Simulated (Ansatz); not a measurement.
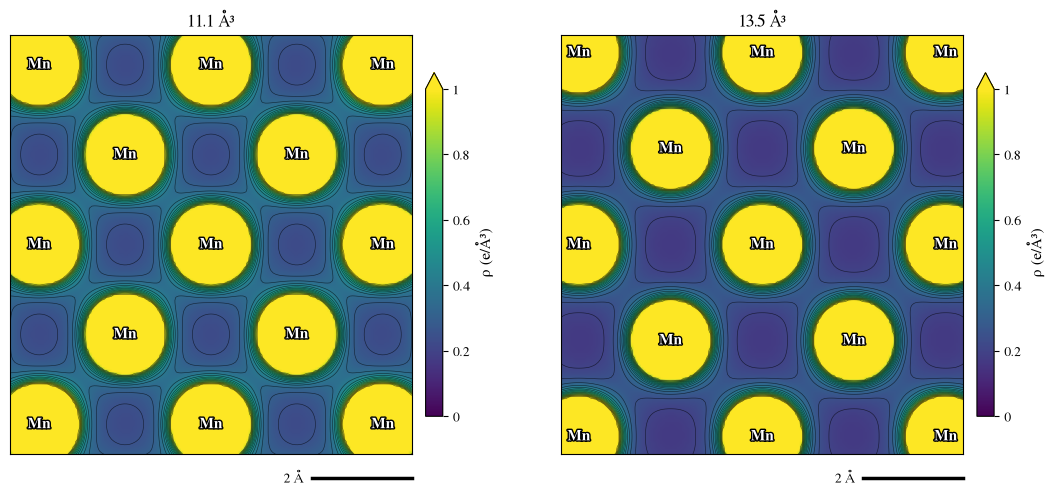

Mn. The valence pseudo-density of cells scaled evenly to different volumes (given per atom above each panel), on the (11̄0) plane of each (indices in the axes of the cell below), at one length scale and on one colour scale.

A generated structure, not necessarily the stable one; spin-polarised.

Computed with DFT, RPBE, plane waves (420 eV) with PAW, scalar-relativistic (Ansatz 0.2.0).

In a PAW calculation such maps are meaningful between the atoms, not at the nuclei.

The largest cell:

```xyz
2
Lattice="2.7117 0.0000 0.0000 0.0000 2.7117 0.0000 0.0000 0.0000 3.6630" Properties=species:S:1:pos:R:3 pbc="T T T"
Mn    0.0000    0.0000    0.0000
Mn    1.3559    1.3559    1.8315
```

| volume (Å³/atom) | Mn–Mn contact in the plane (Å) | ρ at its midpoint (e/Å³) | pressure (GPa) | largest moment (μB) | 
| --- | --- | --- | --- | --- |
| 11.06 | 2.483 | 0.367 | 13.3 | 1.74 | 
| 12.99 | 2.620 | ? | ? | ? | 
| 13.47 | 2.652 | 0.274 | −9.7 | 2.66 | 

Estimate the missing row, and compare with the calculation.

Answer. Over the known rows ln ρ falls by 1.73 per Å of Mn–Mn distance (the line through the two), which gives 0.290 e/Å³ at 2.620 Å; the calculation gives 0.290 e/Å³. For the pressure, a straight line in volume between the neighbouring rows gives −5.1 GPa; the calculation gives −7.3, lower because pressure rises ever faster on compression. For the largest moment, a straight line in volume between the neighbouring rows gives 2.48 μB; the calculation gives 2.51.
